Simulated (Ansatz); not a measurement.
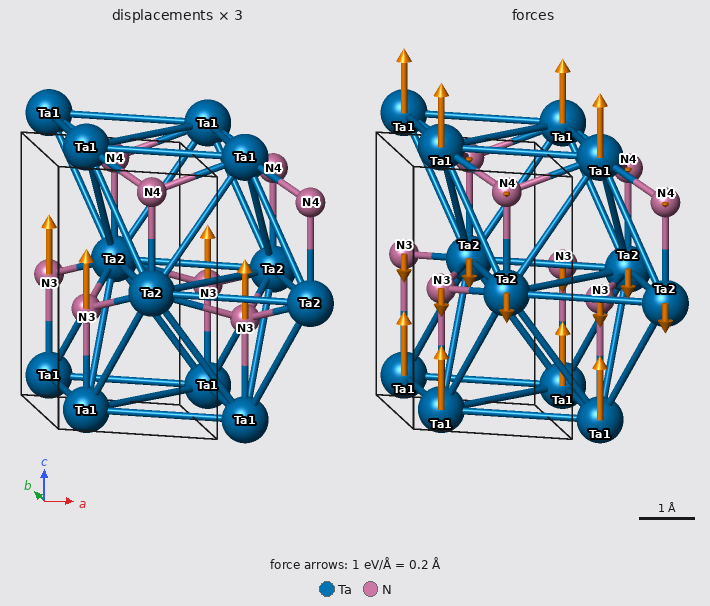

Left: a symmetric starting cell of TaN, with orange arrows for the displacements applied to it. Right: the displaced structure with the computed forces. The picture is a ball-and-stick view of the cell of the calculation, repeated 2 × 2 × 1 with one cell outlined, seen slightly off an axis.

The calculation used DFT PBEsol, scalar-relativistic, plane waves, PAW (Ansatz). (plane-wave cutoff 420 eV; k-point mesh 15 × 15 × 8; occupations gaussian; smearing width 0.1 eV; no spin polarisation)

Q: How do the forces relate to the distortion?

A: A single atom, N3, is moved by 0.37 Å along +c. No relaxation follows. The starting cell wasn't computed here and needn't be at equilibrium, so pressure and forces aren't due to the change alone. The pressure is 138.0 GPa (not all of it need come from the change, since the unchanged cell can be under pressure at this level too). The principal stresses (compression positive) are 61.4 GPa along c and 176.4 GPa across it. The largest force is 6.1 eV/Å, on Ta1, along +c. The forces point partly back along the displacements (cosine −0.38). Some distances before and after: N–Ta 1.902 → 1.902 to 2.277 Å, N–Ta 1.850 → 1.771 to 1.850 Å. The space group (tolerance 0.01 Å) goes from P6_3mc (No. 186) to P3m1 (No. 156).
